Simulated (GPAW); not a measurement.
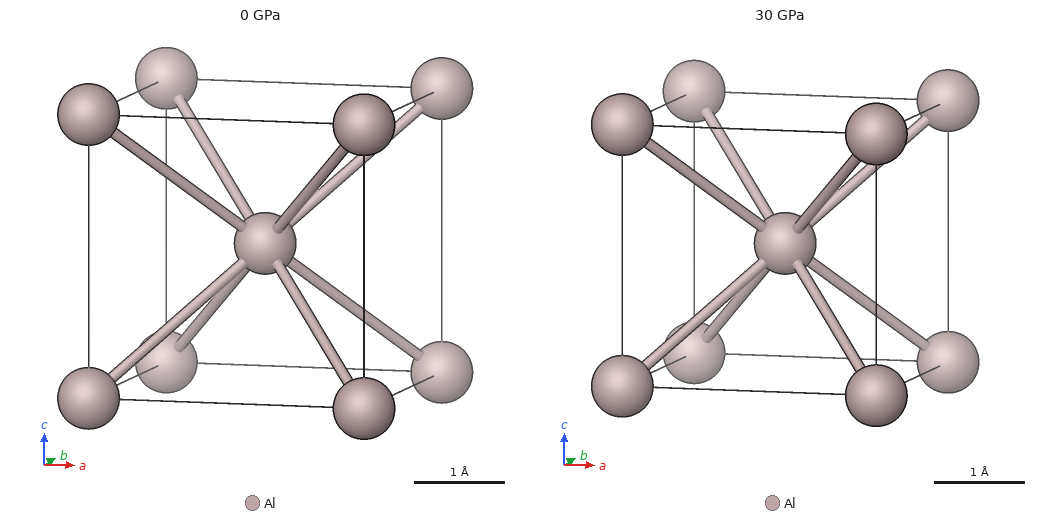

Al, body-centred cubic (W type), space group Im-3m (No. 229), relaxed (cell and atoms) under a series of hydrostatic pressures; the conventional cell is drawn at the lowest and the highest, to one scale (sticks follow a distance rule). The start was a structure listed in the Materials Project. This isn't the form of Al at room conditions, which is fcc.

Alike in all runs: GPAW 26.7.0; functional PBEsol; potentials PAW data sets generated in the run's folder for this functional; cutoff 600 eV; k mesh 12 × 12 × 12 on the run's cell of 1 atom; occupations fermi-dirac, width 0.05 eV; no spin polarisation; no spin-orbit coupling.

```tsv
pressure (GPa)	volume (Å³/atom)	a (Å)
0.0	16.617	3.215
2.0	?	?
5.0	15.643	3.151
10.0	14.909	3.101
19.9	13.832	3.024
29.8	13.026	2.964
```

Q: What equation of state do the given rows imply, and what volume does it predict for the missing row?

A: The fit gives V0 = 16.62 Å³/atom, B0 = 74 GPa and B0′ = 4.2, which puts the volume at 2.0 GPa at 16.20 Å³/atom. The run gave volume 16.202 Å³/atom; a 3.188 Å.

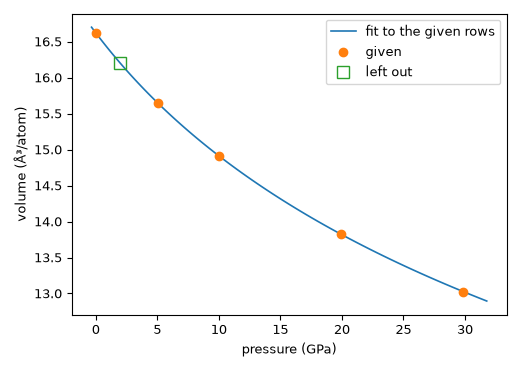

Volume against pressure, with the fit. The structure was kept in its own symmetry, so a change to another phase within this range wouldn't be seen.

Caveat: later steps reuse the first step's grids.
